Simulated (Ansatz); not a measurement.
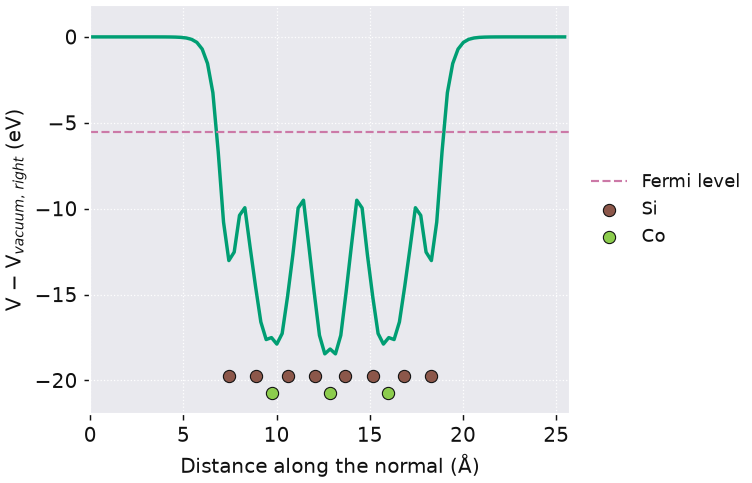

Plane-averaged electrostatic potential energy of an electron across the slab; circles at the bottom mark the heights of the atoms (positions after relaxation).

System: a (111) slab cut from CoSi₂ (Fm-3m), of composition Co₃Si₈ (not the bulk's), ended by Si planes, 11 atoms in the cell.

Method: DFT PBEsol, scalar-relativistic, plane waves, PAW, no spin polarisation, 9×9×1 k mesh, 420 eV cutoff, Gaussian smearing of 0.1 eV (Ansatz).

Question: Read off the work function of each face.

Answer: The work function is 5.56 eV, the same on both faces. The two vacuum levels agree, so the slab has no net dipole along its normal.

Question: How thick are slab and vacuum?

Answer: The outermost atoms are 10.8 Å apart, which leaves 14.9 Å of vacuum in a cell 25.7 Å high.

The run has no spin polarisation, so a magnetic state may lie lower.
